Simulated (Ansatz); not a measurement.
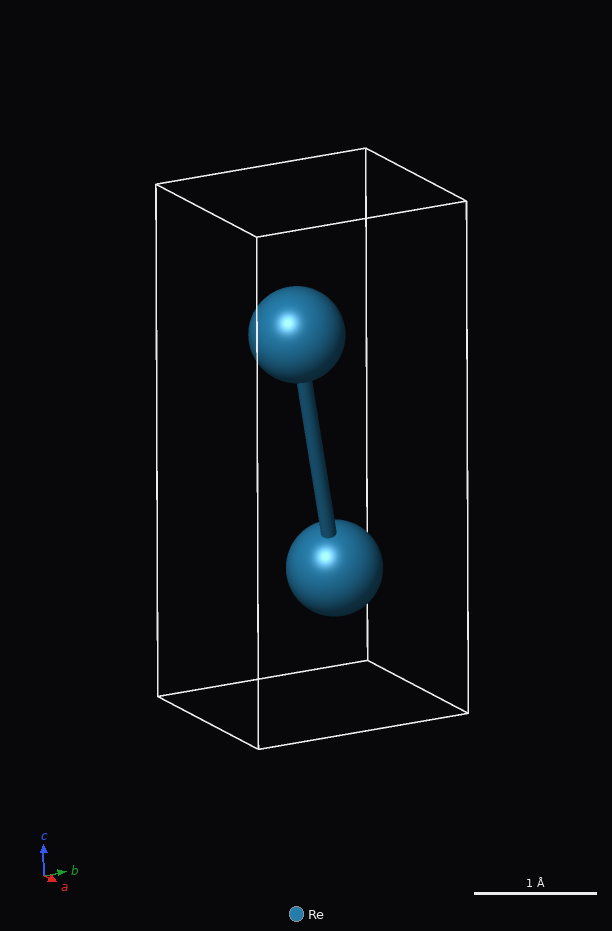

Ball-and-stick representation of a periodic structure, projected slightly off an axis. The edges of the unit cell are marked. Cell: a = 2.63 Å, b = 2.60 Å, c = 4.29 Å, α = 90.60°, β = 90.64°, γ = 119.78°.

About the cell: it is a known structure type with the cell strained and the atoms shaken on purpose, and it is unrelaxed. A calculation with Ansatz used it as input.

Notes on the structure:

The element is rhenium. Strictly the space group is P-1 (No. 2, within 0.01 Å). It is a distorted form of a primitive hexagonal structure, space group P6_3/mmc (No. 194) within 0.25 Å: hexagonal close-packed (Mg type). The cell holds two atoms. Re is linked to twelve Re in an anticuboctahedral arrangement at about 2.6 to 2.7 Å. The bonds build a three-dimensional framework.

Run with Ansatz, DFT, PAW plane waves, HSE06, spin-orbit and these settings: a kinetic-energy cutoff of 420 eV, 5×5×3 k-mesh, Fermi-Dirac smearing of 0.1 eV, no moments seeded, so the run stays non-magnetic, spinor wavefunctions.

Predict the gap.

A metal: bands cross the Fermi level.

Is the structure in equilibrium?

No. The largest force is 0.83 eV/Å, on Re. The pressure is 69.6 GPa, so the cell would expand.

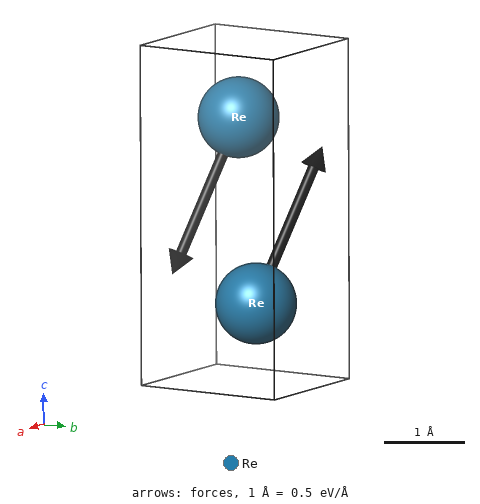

The forces as arrows. The run's cell of 2 atoms is drawn in a reduced setting, so axes and origin can differ from the first picture.
